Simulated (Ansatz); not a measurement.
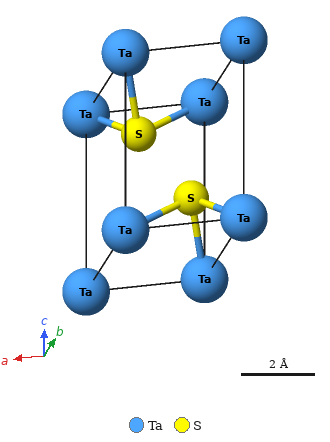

Figure 1. The structure (ball-and-stick view of the cell of the calculation, seen at an oblique angle).

**Single-point calculation of TaS$_{2}$**

The run: single-point calculation of TaS$_{2}$ (3 atoms in the cell). Method and program: DFT PBEsol+U, scalar-relativistic, plane waves, PAW, Ueff = 8 eV on Ta atom 1 d, spin-polarised (Ansatz 0.2.0).

The structure derives from an entry of the Crystallography Open Database. It belongs to a series of runs on one base structure; here: total moment locked. Figures and captions count atoms from 1; the log counts them from 0 in places.

**What the program printed**
```
Warning: output.stress: scf.convergence.dr2_threshold = 1e-7 eV (the SCF's general default) is looser than the 3e-10 eV advised for a printed stress (1e-10 eV for each atom of the cell: 3). What an SCF threshold leaves in a stress goes as its square root, and in the free energy as the threshold itself, and one threshold admits the most on a small cell: of the crystals measured, under no hybrid functional and no lock of the moments, on runs that ended without the residual-converged pass, on stresses that held no estimate of that error, the worst erred by over 100 MPa in a component at 1e-7 eV an atom and by under 5 at 1e-10. Set scf.convergence.dr2_threshold to 3e-10 eV or tighter. The threshold is an SCF's pass mark: one that does not reach it within its budget of iterations ends unconverged, or closes short of it on a stop that the run arms, and scf.convergence.dr2_threshold's page says what that costs each kind of run
Ta: projections on atomic orbitals take those of the free atom [Kr 4d10 4f14] 5s2 5p6 5d3 6s2, of charge +0.00 (hamiltonian.pseudopotentials.projection_atoms); the dataset's partial waves leave at most 6.0e-5 of an orbital's norm unspanned inside its sphere
S: projections on atomic orbitals take those of the free atom [Ne] 3s2 3p4, of charge +0.00 (hamiltonian.pseudopotentials.projection_atoms); the dataset's partial waves leave at most 1.6e-7 of an orbital's norm unspanned inside its sphere
Engine: ansatz 0.2.0, x86_64-unknown-linux-gnu
Pseudopotentials: kind: paw
Pseudopotential: Ta, paw, valence charge 13, recommended cutoff 420 eV (normal), Ta.paw.azcp
Pseudopotential: S, paw, valence charge 6, recommended cutoff 420 eV (normal), S.paw.azcp
Functional definition: PBEsol
  exchange = pbesol_x
  correlation = pbesol_c
Crystal: 3 atoms, lattice volume = 56.953 Å³
Basis set: ecut = 420 eV, 1135 PW (Γ), exchange–correlation on 48×48×80 points (8 copies of the dense FFT grid, shifted against one another)
Bands: 17, of which v1, the nominal top of the filled ones, is band 13 counted from 1 (12 counted from 0)
Symmetry: 12 space group operations
Space group: P-3m1 (ITA 164), of the structure as read, at distance tolerance 3.8e-5 Å
Magnetic group: BNS 164.85 (UNI 1315), of the structure as read, at distance tolerance 3.8e-5 Å
k-points: 20 of 147
Non-local potential: Ta, projectors of the file, l = 0: 3, l = 1: 2, l = 2: 2, l = 3: 1
Non-local potential: S, projectors of the file, l = 0: 2, l = 1: 2, l = 2: 2
PAW form: soft (Blöchl's): semilocal exchange-correlation on the pseudo side does not see the compensation charge
PAW frozen core: Ta, regenerated for the run's functional, and the local potential with it (the file was generated under x = pbe(κ = 0.804, μ = 0.2195149727645171), c = pbe(β = 0.06672455060314922))
PAW frozen core: S, regenerated for the run's functional, and the local potential with it (the file was generated under x = pbe(κ = 0.804, μ = 0.2195149727645171), c = pbe(β = 0.06672455060314922))
PAW one-centre angular grid: Ta, 590 points (default); XC on 64 Gauss nodes
PAW one-centre angular grid: S, 110 points (default); XC on 64 Gauss nodes
Initial density: superposition of atomic densities (chi_scale 0.1, normalization cell, long waves kept (reshape's long-wave potential 0.04 eV rms))
Starting moments: Σ|m| = 0.5 μB on 1 of 3 sites
Initial wavefunctions: pseudopotential atomic-orbital guess
Functional: x = pbesol(κ = 0.804, μ = 0.12345679012345678), c = pbesol(β = 0.046)
SCF iter   1: F=—  HF=-11570.606111 eV  |F-HF|=—  |Δ(HF+E_count)|=         —  Δρ=2.71e-2 (↑2.65e-2 ↓2.71e-2)  dr2=1.86e0  dr2_m=3.25e-2  M=0.500 μB ∫|m|=0.584 μB  β_m=0.30  ethr=3.10e-3  ⟨swp⟩=6.0  Hψ=4016  notcnv=0
preconditioner: auto → Kerker (q_TF=auto, 2.378 Å⁻¹)  [metal: Δε(μ)=0.018 eV  Ē_g=9.388 eV  σ=0.050 eV  W_gap=0.19  n_scr=10 (ndim 8)  ℏωp=20.3 eV  f_vac=0.000  D(μ)=2.42/eV (n_scr^D=22)]
spin=Collinear: Kerker preconditioning applied to the charge; magnetization (m = ρ↑ − ρ↓) channel mixes plain (no charge-response kernel on spin).
SCF iter   2: F=—  HF=-11570.351784 eV  |F-HF|=—  |Δ(HF+E_count)|=   2.54e-1  Δρ=1.95e-2 (↑1.78e-2 ↓1.95e-2)  dr2=9.62e-1  dr2_m=1.69e-2  M=0.500 μB ∫|m|=0.620 μB  β_m=0.64  ethr=3.10e-3  ⟨swp⟩=2.0  Hψ=1154  notcnv=0  defer=14
preconditioner: auto → none  [insulator: Δε(μ)=0.138 eV  Ē_g=9.155 eV  σ=0.050 eV  W_gap=0.55  n_scr=10 (ndim 8)  ℏωp=20.3 eV  f_vac=0.000  D(μ)=2.34/eV (n_scr^D=22)  ε∞_Penn≈5.9]
SCF iter   3: F=—  HF=-11570.552563 eV  |F-HF|=—  |Δ(HF+E_count)|=   2.01e-1  Δρ=1.26e-2 (↑1.23e-2 ↓1.26e-2)  dr2=1.47e0  dr2_m=9.04e-4  M=0.500 μB ∫|m|=0.694 μB  β_m=0.46  ethr=3.10e-3  ⟨swp⟩=3.5  Hψ=1389  notcnv=0  defer=14
SCF iter   4: F=—  HF=-11570.254477 eV  |F-HF|=—  |Δ(HF+E_count)|=   2.98e-1  Δρ=3.82e-3 (↑3.82e-3 ↓2.81e-3)  dr2=2.39e-2  dr2_m=1.73e-3  M=0.500 μB ∫|m|=0.751 μB  β_m=0.69  ethr=3.10e-3  ⟨swp⟩=3.0  Hψ=1346  notcnv=0  defer=14
SCF iter   5: F=—  HF=-11570.279249 eV  |F-HF|=—  |Δ(HF+E_count)|=   2.48e-2  Δρ=1.53e-3 (↑1.53e-3 ↓8.08e-4)  dr2=1.84e-3  dr2_m=4.73e-4  M=0.500 μB ∫|m|=0.822 μB  β_m=0.84  ethr=9.56e-5  ⟨swp⟩=2.6  Hψ=1253  notcnv=0  defer=14
SCF iter   6: F=—  HF=-11570.287938 eV  |F-HF|=—  |Δ(HF+E_count)|=   8.69e-3  Δρ=1.40e-3 (↑1.40e-3 ↓5.46e-4)  dr2=5.16e-4  dr2_m=3.77e-4  M=0.500 μB ∫|m|=0.869 μB  β_m=0.92  ethr=7.38e-6  ⟨swp⟩=2.5  Hψ=1275  notcnv=0  defer=14
SCF iter   7: F=—  HF=-11570.295438 eV  |F-HF|=—  |Δ(HF+E_count)|=   7.50e-3  Δρ=1.41e-3 (↑1.41e-3 ↓2.51e-4)  dr2=5.78e-4  dr2_m=3.44e-4  M=0.500 μB ∫|m|=0.897 μB  β_m=0.96  ethr=2.07e-6  ⟨swp⟩=2.0  Hψ=1144  notcnv=0  defer=14
SCF iter   8: F=—  HF=-11570.301688 eV  |F-HF|=—  |Δ(HF+E_count)|=   6.25e-3  Δρ=1.37e-3 (↑1.37e-3 ↓2.41e-4)  dr2=8.01e-4  dr2_m=3.22e-4  M=0.500 μB ∫|m|=0.911 μB  β_m=0.05  ethr=2.07e-6  ⟨swp⟩=2.1  Hψ=1031  notcnv=0  defer=14
SCF iter   9: F=—  HF=-11570.305401 eV  |F-HF|=—  |Δ(HF+E_count)|=   3.71e-3  Δρ=1.48e-3 (↑1.48e-3 ↓6.01e-4)  dr2=8.71e-4  dr2_m=4.02e-4  M=0.500 μB ∫|m|=0.897 μB  β_m=0.12  ethr=2.07e-6  ⟨swp⟩=2.1  Hψ=1224  notcnv=0  defer=14
SCF iter  10: F=—  HF=-11570.316976 eV  |F-HF|=—  |Δ(HF+E_count)|=   1.16e-2  Δρ=9.90e-4 (↑9.90e-4 ↓6.49e-4)  dr2=3.37e-4  dr2_m=1.96e-4  M=0.500 μB ∫|m|=0.924 μB  β_m=0.38  ethr=2.07e-6  ⟨swp⟩=3.0  Hψ=1404  notcnv=0  defer=14
SCF iter  11: F=—  HF=-11570.308053 eV  |F-HF|=—  |Δ(HF+E_count)|=   8.92e-3  Δρ=1.75e-3 (↑1.75e-3 ↓4.71e-4)  dr2=1.18e-3  dr2_m=3.44e-4  M=0.500 μB ∫|m|=1.012 μB  β_m=0.47  ethr=1.35e-6  ⟨swp⟩=3.4  Hψ=1820  notcnv=0  defer=14  recentre
SCF iter  12: F=—  HF=-11570.321641 eV  |F-HF|=—  |Δ(HF+E_count)|=   1.36e-2  Δρ=3.43e-4 (↑3.43e-4 ↓2.23e-4)  dr2=2.01e-4  dr2_m=2.25e-5  M=0.500 μB ∫|m|=0.976 μB  β_m=0.47  ethr=1.35e-6  ⟨swp⟩=3.0  Hψ=1699  notcnv=0  defer=15
SCF iter  13: F=—  HF=-11570.321004 eV  |F-HF|=—  |Δ(HF+E_count)|=   6.38e-4  Δρ=3.57e-4 (↑3.57e-4 ↓1.33e-4)  dr2=2.32e-5  dr2_m=2.88e-5  M=0.500 μB ∫|m|=0.967 μB  β_m=0.70  ethr=8.04e-7  ⟨swp⟩=2.2  Hψ=1135  notcnv=0  defer=15
SCF iter  14: F=—  HF=-11570.321926 eV  |F-HF|=—  |Δ(HF+E_count)|=   9.22e-4  Δρ=1.47e-4 (↑1.47e-4 ↓5.31e-5)  dr2=1.87e-5  dr2_m=3.60e-6  M=0.500 μB ∫|m|=0.970 μB  β_m=0.85  ethr=9.27e-8  ⟨swp⟩=3.1  Hψ=1383  notcnv=0  defer=15
SCF iter  15: F=—  HF=-11570.322023 eV  |F-HF|=—  |Δ(HF+E_count)|=   9.75e-5  Δρ=8.10e-5 (↑8.10e-5 ↓3.02e-5)  dr2=6.06e-6  dr2_m=7.43e-7  M=0.500 μB ∫|m|=0.975 μB  β_m=0.80  ethr=7.48e-8  ⟨swp⟩=3.1  Hψ=1345  notcnv=0  defer=15
SCF iter  16: F=—  HF=-11570.322057 eV  |F-HF|=—  |Δ(HF+E_count)|=   3.36e-5  Δρ=3.29e-5 (↑3.29e-5 ↓5.76e-6)  dr2=4.43e-7  dr2_m=1.22e-7  M=0.500 μB ∫|m|=0.974 μB  β_m=0.90  ethr=2.42e-8  ⟨swp⟩=2.5  Hψ=1228  notcnv=0  defer=14
SCF iter  17: F=—  HF=-11570.322063 eV  |F-HF|=—  |Δ(HF+E_count)|=   6.09e-6  Δρ=8.12e-6 (↑8.12e-6 ↓2.78e-6)  dr2=1.02e-7  dr2_m=5.56e-9  M=0.500 μB ∫|m|=0.973 μB  β_m=0.95  ethr=1.77e-9  ⟨swp⟩=3.0  Hψ=1260  notcnv=0  defer=14
SCF iter  18: F=-11570.322063 eV  HF=-11570.322063 eV  |F-HF|=1.66e-8  |Δ(HF+E_count)|=   2.14e-7  Δρ=2.35e-6 (↑2.35e-6 ↓2.32e-6)  dr2=2.24e-8  dr2_m=9.32e-11  M=0.500 μB ∫|m|=0.973 μB  ethr=4.00e-10  ⟨swp⟩=7.6  Hψ=2959  notcnv=0
SCF 1 converged in 18 iterations: F = -11570.322063 eV  dr2 = 2.24e-8
  greatest PAW one-centre occupation: 1.000 electrons in one spin orbital (limit 2), on the Ta atom at site 0 (counted from 0), in its partial waves of l = 0
```

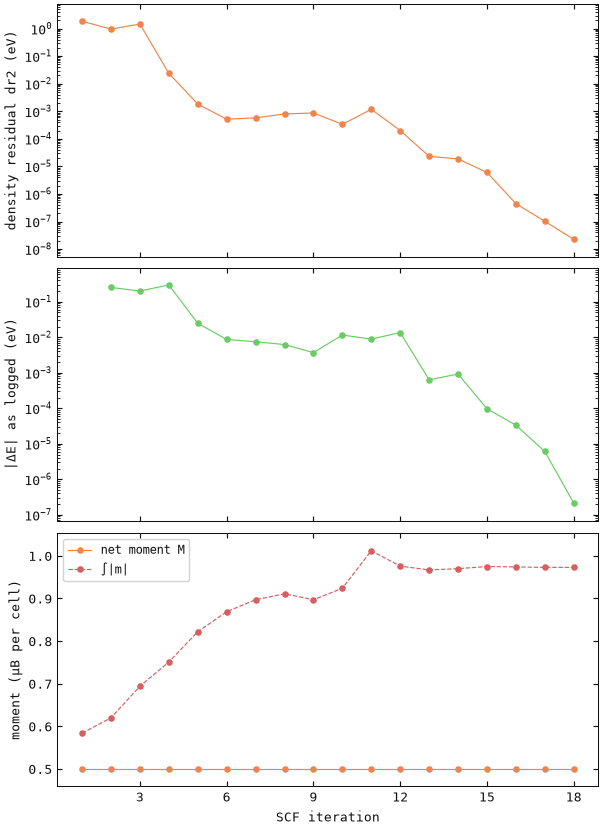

Figure 2. Convergence of the self-consistent field: density residual dr2, size of the energy change and magnetic moment against the SCF iteration. The residual comes down, with one marked jump up, by a factor of about 4, at step 11. The net moment stays at 0.5 μB per cell.

```
SCF converged after 18 iterations
Stability checked in part: among states of this total moment the steps that led to this state did not find it unstable. No probe was made; neither looks for a lower state of another moment (fixed_total_moment; see scf.lower_state_search)
Magnetization: 0.5000 μB (12.7500 up, 12.2500 down)
Absolute magnetization: 0.9733 μB (∫|ρ↑−ρ↓|, with the PAW one-centre terms)
Spin contamination: 0.1223 ħ² per cell (⟨S²⟩ above its minimum at these occupations)
Per-site moments (μB) at R_I (Å): [(0.42346072358990466, 1.0008597021489294), (-0.10125634810490587, 1.0008597021489294), (-0.10125634810490583, 1.0008597021489294)]
Free energy (F): -11570.322063 eV
Harris-Foulkes:  -11570.322063 eV  (|F-HF|=1.66e-8)
Internal energy: -11570.320677 eV  (E = F + TS)
E sigma→0 (E₀):  -11570.321370 eV
Entropy (-TS):   -0.001386 eV (-0.462 meV/atom)
Fermi energy:    11.189357 (↑ 10.547091, ↓ 11.831624) eV
--- Per-component energies (eV) ---
  E_band       = -187.976345
  E_kinetic    = 584.410098
  E_local      = -1416.216000  (includes V_loc(G=0)·N_el)
  E_nonlocal   = 74.432471
  E_hartree    = 536.728488
  E_xc         = -411.384932
  E_vxc        = -381.290956  (∫ρ·V_xc dr)
  E_hubbard    = 8.567981  (on-site DFT+U / exact-exchange correction)
  E_vhub       = 2.390856  (the Hubbard potential's part of the band-sum identity)
  E_paw        = -9440.986551  (= ΣΔE_a)
  E_vpaw       = -125.165244  (= ΣTr[D̂ρ^β])
  E_aug_tail   = 0.000128  (compensation charges beyond the density's cutoff)
  E_ewald      = -1506.209906
  E_core_change = 0.337545  (= ΣΔE_core)
  E_smearing   = -0.001386  (= −TS)
  E_closure    = -0.000000  (closes the sum)
  Σ components = -11570.322063   (vs F -11570.322063, Δ=0.00e0)
--- Forces (eV/Å), atoms counted from 1 ---
  atom   1  Ta    -0.00000000     0.00000000     0.00000000
  atom   2  S     -0.00000000     0.00000000     1.18705327
  atom   3  S      0.00000000    -0.00000000    -1.18705327
  max |Σ_I F_I| component: 2.22e-16 eV/Å
--- Stress (GPa, compression-positive) ---
       12.021818       0.000000       0.000000
        0.000000      12.021818      -0.000000
        0.000000      -0.000000      10.261140
  P = ⅓ Tr σ = 11.4349 GPa (114.349 kbar)
--- Band table (eV; the first three rows and the last of 40) ---
  k-point 0 ↑: bands = ["-58.6754", "-25.2481", "-25.1600", "-25.1600", "-4.4761", "-2.2691", "4.0499", "6.6706", "6.6706", "9.2370", "9.2370", "9.4463", "10.0109", "10.0109", "11.8076", "14.9991", "14.9991"]
  k-point 1 ↑: bands = ["-58.6739", "-25.2482", "-25.1600", "-25.1600", "-4.2931", "-2.6317", "4.9405", "6.6936", "6.6936", "7.8088", "9.2198", "9.2198", "9.9095", "9.9095", "12.5982", "15.3022", "15.3022"]
  k-point 2 ↑: bands = ["-58.6748", "-25.2376", "-25.2161", "-25.1730", "-4.1511", "-2.2704", "4.3829", "6.1395", "6.8172", "7.7294", "8.4183", "9.5604", "10.0281", "10.9080", "12.1468", "14.5141", "14.9451"]
  k-point 19 ↓: bands = ["-58.4080", "-25.0215", "-24.9425", "-24.8556", "-2.2532", "-2.1337", "4.8613", "5.5844", "6.0253", "6.7915", "7.3563", "7.5706", "13.1616", "13.3356", "14.7355", "15.0163", "16.3550"]
Occupation matrices written to [file]
--- Löwdin populations: 3 sites ---
  site symbol       q [e]    m [muB]
     0     Ta     12.2796     0.7959
     1      S      6.2562    -0.1559
     2      S      6.2562    -0.1559
  spilling = 0.008317 (of n_electrons = 25.000000)
--- Occupation matrices: 1 shell (run DFT+U table (all-electron-ortho-atomic); ε = 4.54e-3) ---
  Ta0 d_5D: site group D3d (-3m)
  Ta0 d_5D up     Tr n = 2.2331  λ = 0.257 0.387 0.387 0.601 0.601  [z2 1.00 (T2g 1.00) A1g(1.00) | 2× x2-y2 0.37 (Eg 0.84) Eg(1.00) | 2× xz 0.37 (T2g 0.84) Eg(1.00)]
  Ta0 d_5D dn     Tr n = 1.4531  λ = 0.223 0.223 0.224 0.392 0.392  [3× z2 0.33 (T2g 1.00) Eg(0.67) | 2× xz 0.36 (Eg 1.00) Eg(1.00)]
  Tr n, λ and their labels are of the run-group-symmetrised matrices; stabiliser: 12 of 24 elements of G0×{1,Θ} (closed), max defect 1.5e-15 at τ = 9.6e-4
```

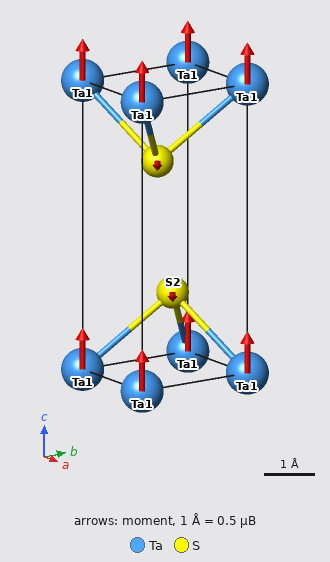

Figure 3. Magnetic moments of the sites as red arrows (ball-and-stick view of the cell of the calculation, seen slightly off an axis; atoms are numbered from 1 in the order of the input); small moments hardly show. The run is collinear, so the axis drawn is arbitrary. Site moments: Ta1 (0.42 μB); S2, S3 (−0.10 μB). They are counted near the atoms and needn't add up to the moment of the cell.

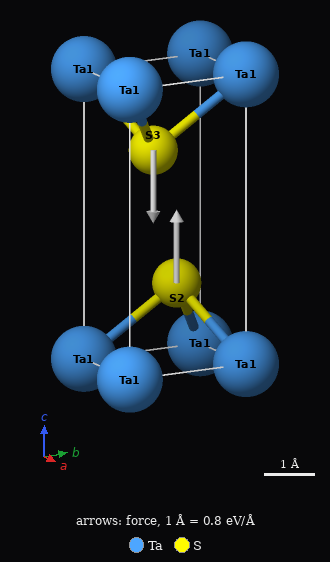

Figure 4. Forces on the atoms as white arrows (ball-and-stick view of the cell of the calculation, seen slightly off an axis; atoms are numbered from 1 in the order of the input). The largest act on S2, S3 (1.19 eV/Å). The geometry is not a stationary point of this energy.

This output came from the following input.

**The input**
```yaml
crystal:
  lattice:
    - [3.3500014, 0.0, 0.0]
    - [-1.6750007, 2.90118631, 0.0]
    - [0.0, 0.0, 5.85999874]
  atoms:
    - { symbol: Ta, position: [0.0, 0.0, 0.0], spin: 0.5 }
    - { symbol: S, position: [0.3333333333, 0.6666666667, 0.25] }
    - { symbol: S, position: [0.6666666667, 0.3333333333, 0.75] }
basis:
  ecutwfc: 420
  ecutrho_ratio: 4
kpoints:
  mp_grid: { grid: [7, 7, 3] }
hamiltonian:
  xc: pbesol
  hubbard: { sites: [{ site: 0, l: d, u_eff: 8.0 }] }
scf:
  occupations: { method: gaussian, width: 0.05 }
  lower_state_search: "off"
  max_iter: 150
output:
  forces: true
  stress: true
  eigenvalues: true
  populations: true
  hubbard: { sites: [{ site: 0, l: d }] }
magnetization:
  spin_polarized: true
  initial_magnetization: 0.5
  spin_locking: { lock_magnetization: hard }
```

Run as:
```bash
ansatz run input.yaml --threads 2 --pin off --max-ram 3072MiB --backend cpu --events-out ev --progress --plain --runs-dir out
```

**Summary**

```csv
quantity,value
outcome,converged
space group (tolerance 0.01 Å),P-3m1 (164)
electrons treated,25
free energy,−11570.3221 eV
Fermi energy,11.189 eV
gap on the k-point mesh,none (metallic)
net moment of the cell,0.50 μB
integrated absolute moment,0.97 μB
pressure,11.43 GPa
largest force (length of the vector),1.187 eV/Å
hardware,"2 threads of Intel Xeon (Granite Rapids), 64 GiB of memory available, shared host"
wall time,2 s (CPU time 3.6 s)
peak memory,0.41 GiB
```

Warnings of the run: the SCF threshold is looser than advised for the printed stress. Spin–orbit coupling is left out, which matters for Ta. The cell is under a pressure of 11.4 GPa at this level, so it is not at its equilibrium volume.
